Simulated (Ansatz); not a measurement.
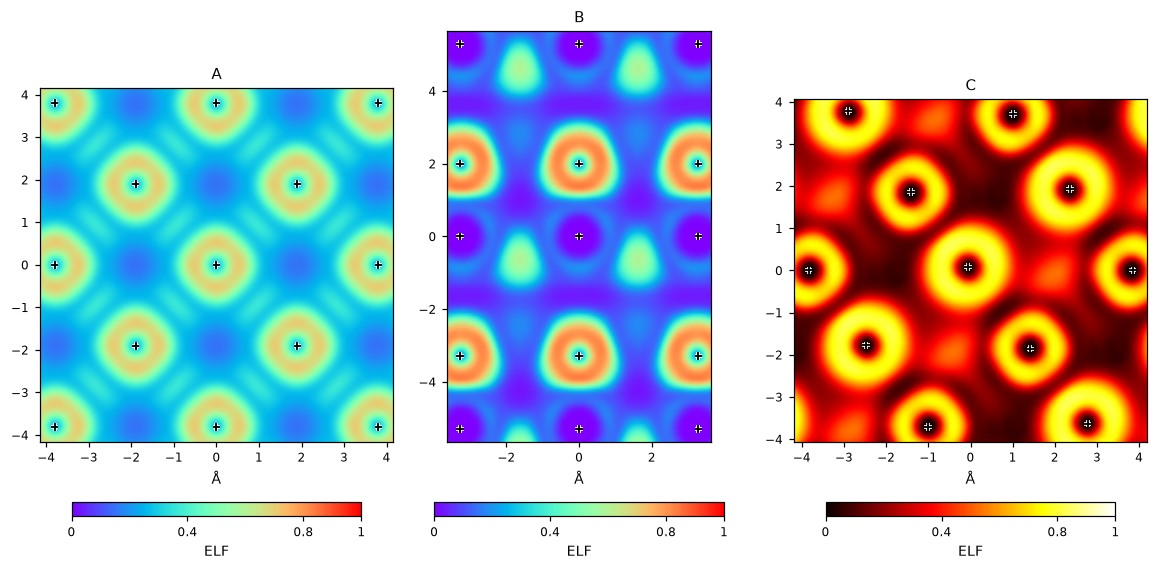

The ELF of 3 systems, each on a plane through atoms (crosses mark nuclei in the plane).

The calculation used Ansatz, DFT PBE, scalar-relativistic, plane waves, PAW.

System 1: ZnO, the (100) plane of the calculation cell. Space group P6₃mc.

System 2: Ir, the (100) plane of the conventional cell. Space group Fm-3m; a generated structure, not necessarily the stable one; computed pressure about 20 GPa in this cell; computed without spin polarisation.

```
Ir
1.0
     3.80592    0.00000    0.00000
     0.00000    3.80592    0.00000
     0.00000    0.00000    3.80592
Ir
4
Direct
  0.00000 0.00000 0.00000
  0.50000 0.50000 0.00000
  0.50000 0.00000 0.50000
  0.00000 0.50000 0.50000
```

System 3: TaN, the (11̄0) plane of the calculation cell. Space group P4/nmm; a generated structure, not necessarily the stable one.

```xyz
32
Lattice="-4.3146 4.3148 4.6695 4.3146 -4.3147 4.6695 4.3146 4.3147 -4.6695" Properties=species:S:1:pos:R:3 pbc="T T T"
Ta    4.2949    4.2926    4.5349
Ta    4.2948    2.1353   -2.1841
Ta   -0.0197    4.2926    4.5350
Ta    4.2948   -2.1796    2.4854
Ta    2.1376    4.2926   -2.1840
Ta    2.1375    2.1353   -0.1346
Ta    2.1376   -0.0221    2.4853
Ta    6.4521    2.1353   -0.1346
Ta    4.2948   -0.0221    4.5349
Ta   -0.0197    2.1352    2.4853
Ta    4.2949    4.2926   -0.1346
Ta    4.2949    2.1352    2.4853
Ta   -2.1771    4.2927    2.4854
Ta    2.1376    6.4501   -0.1346
Ta    2.1375    4.2927    2.4854
Ta    2.1376    2.1353    4.5349
N     2.1376    2.1353    6.7718
N     2.1376   -0.0220    0.2485
N     2.1375    6.4500    2.1023
N     6.4521   -0.0221    0.2485
N    -0.0198    2.1353    0.2484
N     4.2949    4.2926   -2.5671
N     4.2949    2.1352    0.2485
N     4.2949   -0.0221    2.1023
N     6.4521    2.1353    2.1023
N     2.1376    4.2927    0.2484
N     2.1375    2.1353    2.1023
N     2.1375   -0.0221    4.9180
N    -0.0197    6.4500    0.2485
N    -0.0197    4.2926    2.1023
N    -0.0197    2.1353    4.9179
N     4.2949    4.2926    2.1022
```

**Which map belongs to which system?**

Panel A is system 2, Ir: the plane holds Ir. Ir–Ir (2.69 Å): the ELF is about 0.35 at the midpoint. Panel B is system 1, ZnO: the plane holds Zn and O. Zn–O (2.01 Å): the ELF peaks at about 0.85 in the valence shell of O, 0.6 Å from its nucleus, and is about 0.25 at the midpoint: no localised pair shows between them. Panel C is system 3, TaN: the plane holds Ta and N. Ta–N (2.24 Å): the ELF peaks at about 0.85 in the valence shell of N, 0.7 Å from its nucleus, and is about 0.20 at the midpoint; no localised pair shows between them.
